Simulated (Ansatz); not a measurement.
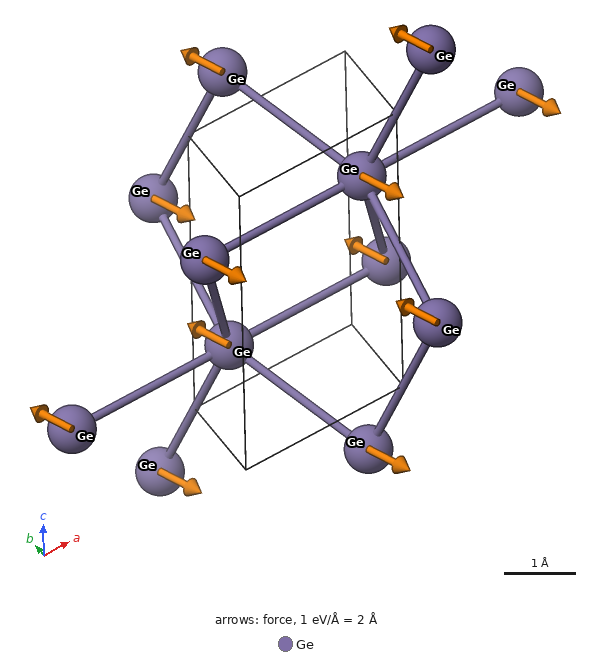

Starting geometry of solid Ge (set up in P-1) with the computed forces as orange arrows. Style: ball-and-stick. Shown: the cell of the calculation, reduced to other axes, slightly off an axis. Lengths and directions refer to the drawn axes.

Case: all atoms moved at random, sigma 0.02 Å for each component; relaxed back.

Level of theory: Ansatz, DFT PBEsol, scalar-relativistic, plane waves, PAW. Set-up: plane-wave cutoff 420 eV; k-point mesh 14 × 14 × 14; occupations gaussian; smearing width 0.15 eV; no spin polarisation; cell and atoms relaxed; force threshold 0.01 eV/Å; at most 80 steps.

### What follows when this structure is relaxed?

It isn't relaxed: the largest force vector, on Ge atoms, is 0.43 eV/Å. The atoms end up moving mostly along the starting forces (cosine between the two patterns 0.96). The largest moves relative to the cell, 0.053 Å, are those of Ge atoms. The drawn cell changes at constant volume: a 2.794 → 2.841 Å (+1.7 %), b 3.884 → 3.865 Å (−0.5 %), c 3.884 → 3.866 Å (−0.5 %), α 82.5° → 82.1°, β 68.9° → 68.4°, γ 68.9° → 68.4°. Near-neighbour distances that change, for instance: Ge–Ge 2.726 → 2.638 Å, Ge–Ge 2.558 → 2.638 Å, Ge–Ge 2.794 → 2.841 Å, Ge–Ge 2.630 → 2.639 Å. Among the angles between lasting bonds that change: Ge–Ge–Ge 91.0° → 94.1°, Ge–Ge–Ge 97.0° → 94.2°, Ge–Ge–Ge 152.0° → 149.6°. The space group (tolerance 0.01 Å) goes from P-1 (No. 2) to Imma (No. 74). After 4 accepted moves (5 points after the start) the energy has fallen by 24.3 meV per cell of the calculation. The largest force component goes from 0.39 to 0.0057 eV/Å. Pressure: 0.38 GPa at the start and 0.02 GPa at the end. The SCF was repeated once at an unchanged geometry on a basis and grid sized afresh for the cell, which shifted the energy by less than 0.05 meV per cell of the calculation at most.
